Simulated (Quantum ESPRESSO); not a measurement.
# Cu: 7 runs along one coordinate

System: Cu (Fm-3m, 1 atom in the cell).
Method: Kohn-Sham DFT of a periodic cell, PBE, SSSP 1.3 efficiency PBE, no spin polarisation (Quantum ESPRESSO 7.5).

The 7 runs differ only in the geometry, by an even scaling of the cell at fixed fractional positions. The structure derives from an entry of the Crystallography Open Database.

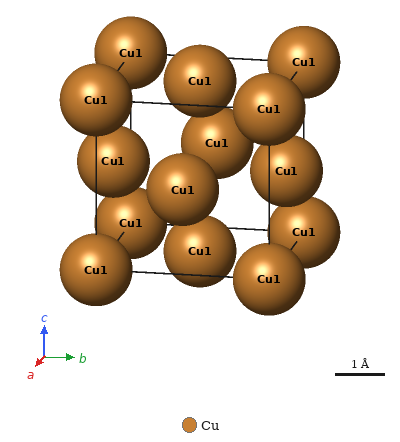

Figure 1. The structure of run 4 (spheres-only view of the cell 4 times as large as that of the calculation, set on its symmetry axes, seen slightly off an axis; atoms are numbered from 1 in the order of the input).

### Input of run 4
```
&CONTROL
  calculation = 'scf'
  prefix = 'pwscf'
  outdir = './tmp'
  pseudo_dir = './pseudo'
  tprnfor = .true.
  tstress = .true.
  disk_io = 'nowf'
/
&SYSTEM
  ibrav = 0
  nat = 1
  ntyp = 1
  ecutwfc = 55
  ecutrho = 440
  nbnd = 11
  occupations = 'smearing'
  smearing = 'fd'
  degauss = 0.00367493
/
&ELECTRONS
  conv_thr = 2d-10
  electron_maxstep = 120
  mixing_beta = 0.5
/
ATOMIC_SPECIES
Cu    63.5460 Cu.paw.z_11.ld1.psl.v1.0.0-low.upf
CELL_PARAMETERS angstrom
   0.0000000000    1.8075000000    1.8075000000
   1.8075000000    0.0000000000    1.8075000000
   1.8075000000    1.8075000000    0.0000000000
ATOMIC_POSITIONS crystal
Cu     0.0000000000    0.0000000000    0.0000000000
K_POINTS automatic
13 13 13 0 0 0
```

Command:
```bash
OMP_NUM_THREADS=1 pw.x -in pw.in > pw.out
```

Lattice vectors (Å) and fractional positions of run 4:
```
   0.000000    1.807500    1.807500
   1.807500    0.000000    1.807500
   1.807500    1.807500    0.000000
Cu  0.000000  0.000000  0.000000
```

Run 6 differs from it as follows:
```diff
-   0.0000000000    1.8075000000    1.8075000000
-   1.8075000000    0.0000000000    1.8075000000
-   1.8075000000    1.8075000000    0.0000000000
+   0.0000000000    1.8312856224    1.8312856224
+   1.8312856224    0.0000000000    1.8312856224
+   1.8312856224    1.8312856224    0.0000000000
```

### Results, with one run withheld

```tsv
run	volume per atom (Å³)	free energy per atom, from the lowest run given (meV)	pressure (GPa)
1	11.102	30.89	12.07
2	11.338	15.30	8.02
3	11.574	5.38	4.42
4	11.810	0.48	1.22
5	12.047	0.00	−1.60
6	12.283	?	?
7	12.519	10.50	−6.35
```

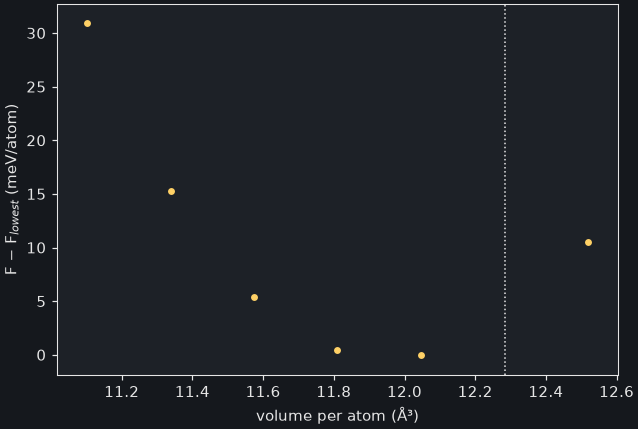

Figure 2. Free energy per atom of the runs given; the dotted line marks run 6.

What should run 6 give?

A cubic polynomial in V^(−2/3) (the Birch–Murnaghan form), fitted to the 6 runs given, misses them by at most 0.01 meV per atom. With x = V^(−2/3) − 0.19385 Å⁻², it reads F = 1.8503 + 1690.5 x + 3.328e+05 x² + 9.0984e+05 x³ (meV per atom). At run 6 it gives 3.51 meV per atom, and the run itself gives 3.50. The slope of the fit gives a pressure −dF/dV of −3.61 GPa there, and the run prints −4.12 GPa. The two needn't agree exactly: the fit is approximate, and the printed stress is taken on a finite basis. The fit has its minimum at 11.953 Å³ per atom, where V d²F/dV² gives 142 GPa: the bulk modulus at this level, since symmetry fixes the shape and the positions.

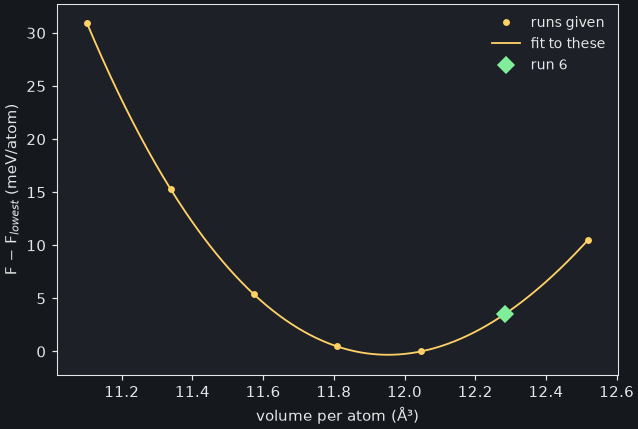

Figure 3. The fit and the withheld run.

### Some lines of the output (run 6)
```
[...]
     unit-cell volume          =      82.8886 (a.u.)^3
     number of k points=    84  Fermi-Dirac smearing, width (Ry)=  0.0037
     total energy              =    -213.07013185 Ry
     total energy              =    -213.08447909 Ry
     total energy              =    -213.09648094 Ry
     total energy              =    -213.09651756 Ry
     total energy              =    -213.09652481 Ry
     total energy              =    -213.09652486 Ry
     total energy              =    -213.09652488 Ry
     the Fermi energy is    12.1631 ev
!    total energy              =    -213.09652488 Ry
     The total energy is F=E-TS. E is the sum of the following terms:
     Computing stress (Cartesian axis) and pressure
          total   stress  (Ry/bohr**3)                   (kbar)     P=      -41.22
```
